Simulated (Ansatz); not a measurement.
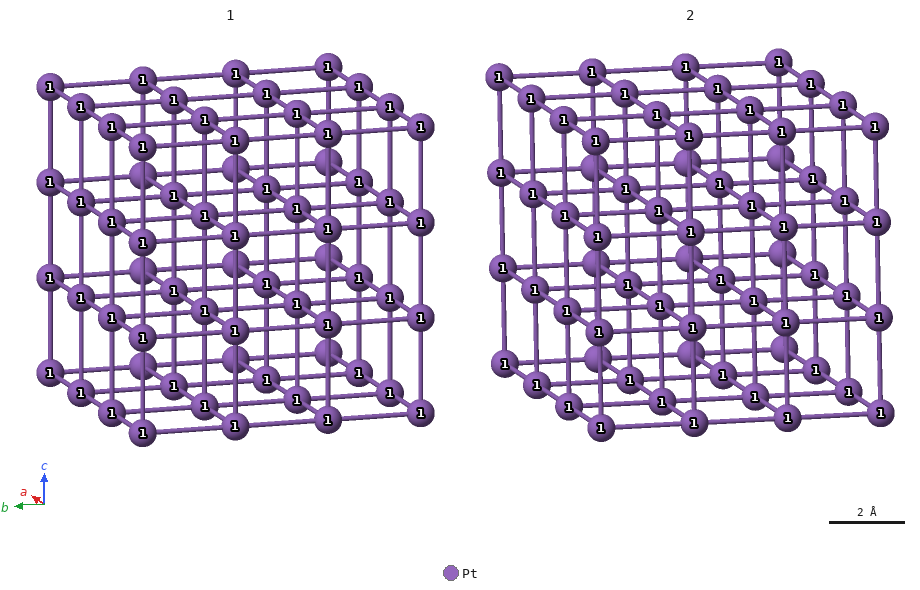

Two geometries of crystalline Pt (a generated structure, set up in Pm-3m): one is the relaxed structure, the other was perturbed away from it. The picture is a ball-and-stick view of the cell of the calculation, repeated 3 × 3 × 3 with one cell outlined, seen from a free direction.

Computed with DFT, PBE, PAW with Ansatz's default frozen-core files, scalar-relativistic (Ansatz). (plane-wave cutoff 420 eV; k-point mesh 12 × 12 × 12; occupations fermi dirac; smearing width 0.08 eV; no spin polarisation)

Question: Which is the distorted one, and what does the distortion cost?

Answer: Structure 2 is the perturbed one. The cell is strained by +3.0 % along [1 1 1] and −1.5 % across it (volume −0.1 %), the atoms keeping their fractional coordinates. No relaxation follows. The energy changes by less than 1 meV per atom. Pressure: 0.0 GPa before, 0.0 GPa after. The principal stresses (compression positive) are −0.4 GPa along [1 1 1] and 0.2 GPa across it. All forces vanish by symmetry. The space group (tolerance 0.01 Å) goes from Pm-3m (No. 221) to R-3m (No. 166).
